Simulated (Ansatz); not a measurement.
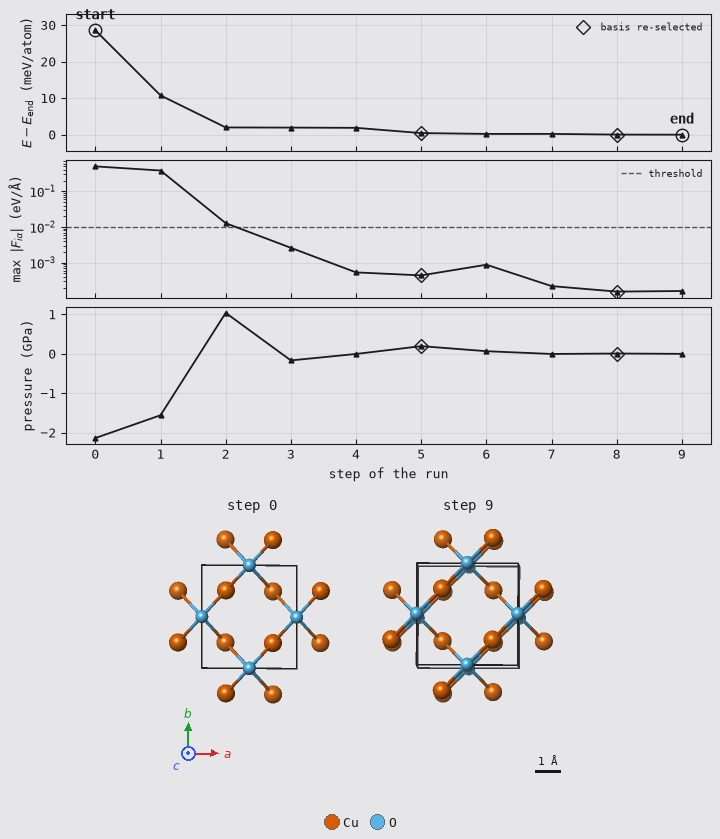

First and last geometry of a relaxation of crystalline CuO (set up in P1), with the history of the run. The picture is a ball-and-stick view of the cell of the calculation, seen along the c axis.

Case: cell sheared at random, sigma 0.06, atoms nudged by 0.01 Å; relaxed back.

Computed with DFT PBE, scalar-relativistic, plane waves, PAW (Ansatz 0.2.0).

Input file:
```yaml
crystal:
  lattice:
    - [3.8978877304, 0.0155032269, -0.0479606686]
    - [-0.0155463584, -4.2326275694, 0.114276141]
    - [0.0593276211, 0.1409680518, -5.4108185406]
  atoms:
    - { symbol: Cu, position: [0.7488058893, 0.2469561697, 0.9977076896] }
    - { symbol: Cu, position: [0.2535742188, 0.7556025287, 0.9976890304] }
    - { symbol: Cu, position: [0.7501057863, 0.7485689719, 0.4982617303] }
    - { symbol: Cu, position: [0.2482106572, 0.2494973366, 0.499915569] }
    - { symbol: O, position: [0.4988172485, -0.0029292714, 0.7548277524] }
    - { symbol: O, position: [-0.0009793551, 0.5009613046, 0.7507046189] }
    - { symbol: O, position: [0.5017505902, 0.0022391388, 0.2491472207] }
    - { symbol: O, position: [-0.0002850352, 0.4991038212, 0.2517463888] }
basis:
  ecutwfc: 420
kpoints:
  mp_grid: { grid: [8, 8, 8] }
hamiltonian:
  xc: pbe
scf:
  occupations: { method: gaussian, width: 0.15 }
output:
  forces: true
  stress: true
  eigenvalues: true
relax:
  adjacent_minimum: "off"
  f_tol: 0.01
  max_steps: 80
  cell: { stress_tol: 0.1 }
```

Run as
```bash
ansatz run input.yaml --threads 2 --pin off --max-ram 5120MiB --backend cpu --events-out ev --progress --plain --runs-dir out
```

**Read the history and describe the run.**

The run was cut off at its time limit before the program reported convergence, but its last step already meets the force threshold: the largest component is 0.00016 eV/Å against 0.01 eV/Å. The pressure is within 0.01 GPa of its target. Cu2 moves most relative to the cell: 0.030 Å along [−2 −3 1]. By element the largest moves are Cu 0.030 Å, O 0.028 Å. The drawn cell changes as follows: a 3.898 → 4.159 Å (+6.7 %), b 4.234 → 4.180 Å (−1.3 %), c 5.413 → 5.152 Å (−4.8 %), α 93.0° → 90.0°, β 88.7° → 90.0°, γ 90.5° → 90.0°; the volume changes by +0.4 %. Among the contacts that change: Cu4–O5 2.058 → 1.958 Å, Cu2–O8 2.032 → 1.958 Å, Cu4–O8 2.022 → 1.958 Å, Cu3–O8 1.910 → 1.958 Å. Bond angles that change, for instance: Cu1–O7–Cu3 122.5° → 115.9°, Cu2–O5–Cu4 122.1° → 115.9°, Cu1–O7–Cu2 92.2° → 97.7°. Within 0.06 Å the space group is P-1 at the start and P4_2/mmc at the end; at a tighter tolerance small leftover displacements or strains of the cell lower it. After 7 accepted moves (9 points after the start) the energy has fallen by 28.6 meV per atom. The largest force component goes from 0.5 to 0.00016 eV/Å. The pressure goes from −2.14 to 0.00 GPa. The SCF was repeated twice at an unchanged geometry on a basis and grid sized afresh for the cell, which shifted the energy by 1.4 meV per atom at most.
